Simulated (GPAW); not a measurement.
## SiC (F-43m): refractive index against wavelength

The refractive index of SiC (F-43m) below the direct gap (4.54 eV on the mesh) is read from one computed spectrum, n = √(Re ε).

Cell: a, b, c = 3.082, 3.082, 3.082 Å (primitive vectors), 2 atoms.

Method: GPAW 26.7.0, PBE, RPA, k-mesh 16×16×16, local fields up to 70 eV, Lorentzian half width 0.12 eV.

Launch of the response step: `OMP_NUM_THREADS=1 python df.py`. The run took 45 s, its band step included, on 1 thread of Arm Neoverse V1 (shared host).

| wavelength (nm) | photon energy E (eV) | n |
| --- | --- | --- |
| 1064 | 1.165 | 2.6028 |
| 850 | 1.459 | 2.6192 |
| 700 | 1.771 | ? |
| 633 | 1.959 | 2.6577 |
| 532 | 2.331 | 2.6962 |
| 450 | 2.755 | 2.7530 |
| 405 | 3.061 | 2.8047 |

In the single-oscillator model n² − 1 = E₀E_d/(E₀² − E²), so 1/(n² − 1) = E₀/E_d − E²/(E₀E_d) is linear in E².

Working, on the rows shown:

| x = E² (eV²) | y = 1/(n² − 1) |
| --- | --- |
| 1.35784 | 0.173173 |
| 2.12762 | 0.170642 |
| 3.83641 | 0.164925 |
| 5.43137 | 0.159502 |
| 7.59115 | 0.151999 |
| 9.37179 | 0.145638 |

Means: x̄ = 4.9527, ȳ = 0.16098. Σ(x − x̄)(y − ȳ) = -0.1677, Σ(x − x̄)² = 48.87. Slope = -0.1677 / 48.87 = -0.003432; intercept = ȳ − slope · x̄ = 0.17798. Turned back into n, the line misses the rows shown by at most 0.0015.

Problem. What does the fit predict for the withheld row, and how well does it do?

Solution. At x = 3.1372 the line gives y = 0.16721, that is 2.6421. The run gave 2.6416, so the interpolation is off by 0.00045, 0.2 % of the range in the table.

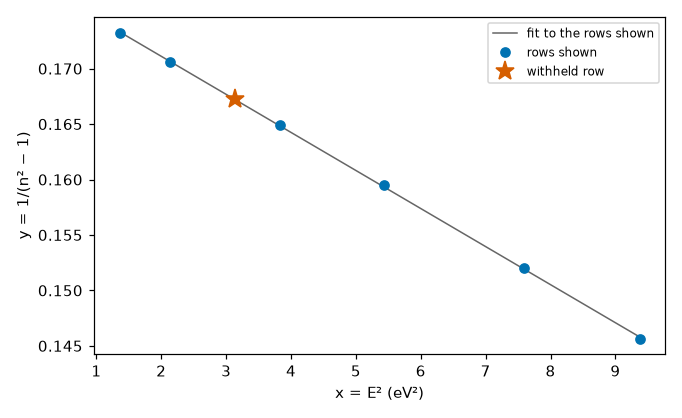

Refitted with all rows, the slope is -0.003434 and the intercept 0.178. These give E₀ = √(intercept/−slope) = 7.20 eV and E_d = E₀/intercept = 40.4 eV; E₀ is 1.6 times the direct gap. The electronic limit at long wavelengths, without lattice vibrations, is n = √(1 + 1/intercept) = 2.573. Excitons are left out; PBE gaps are as a rule too small. The values come from a sum over the points of one k-mesh and carry its error, which grows as the direct gap shrinks. The local-field cutoff holds few shells of reciprocal vectors for this small cell, so ε∞ can read a few per cent high.
